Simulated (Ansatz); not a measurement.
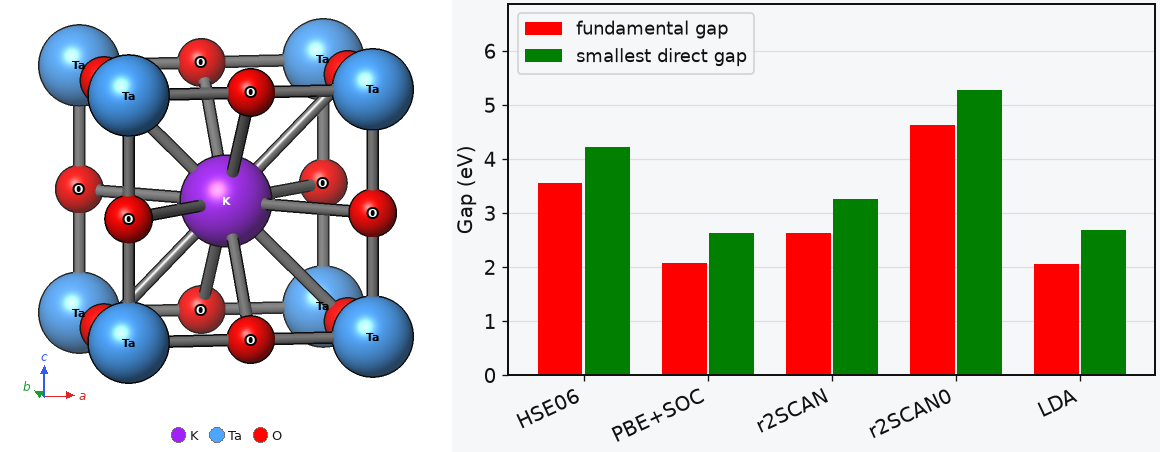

Gaps of KTaO3, space group Pm-3m (No. 221), 5 atoms in the cell, at several levels of theory on one cell (Ansatz, plane waves and PAW; edges over the mesh and the special points).

Q: How does the gap depend on the level, and does its kind change?

A: In rising order: LDA 2.07 eV, PBE+SOC 2.08 eV, r2SCAN 2.63 eV, HSE06 3.57 eV and r2SCAN0 4.63 eV. It is indirect at every level.
